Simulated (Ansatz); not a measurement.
```cif
data_structure
_symmetry_space_group_name_H-M 'P 1'
_symmetry_Int_Tables_number 1
_cell_length_a 2.9100
_cell_length_b 2.9100
_cell_length_c 2.9100
_cell_angle_alpha 90.000
_cell_angle_beta 90.000
_cell_angle_gamma 90.000
_cell_volume 24.64
loop_
_atom_site_label
_atom_site_type_symbol
_atom_site_fract_x
_atom_site_fract_y
_atom_site_fract_z
_atom_site_occupancy
Fe1 Fe 0.50000 0.50000 0.50000 1
Al1 Al 0.00000 0.00000 0.00000 1
```

Space group Pm-3m; computed pressure about −5 GPa in this cell; spin-polarised.

Computed with Ansatz, Kohn-Sham DFT of a periodic cell, PBEsol, Ansatz PAW.

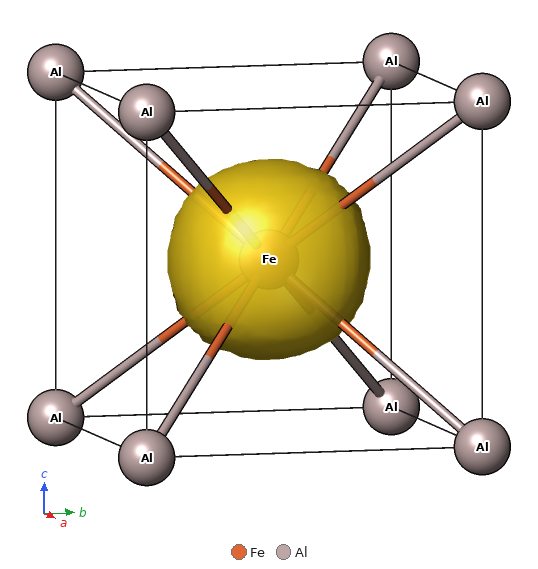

AlFe. Isosurface of the magnetisation density (up minus down) at +0.1 e/Å³ (yellow), seen slightly off an axis. Sticks mark near contacts.

In a PAW calculation such maps are meaningful between the atoms, not at the nuclei.

Where is the spin, and how is it ordered?

Answer. The spin density sits on Fe: +1.5 μB in one cell of 2 atoms, with smaller moments on other sites: Al (up to −0.05 μB): parallel main moments, as they must be, since the calculation's own cell holds one magnetic site. The cell of the calculation (2 atoms) carries 1.5 μB of net spin moment.
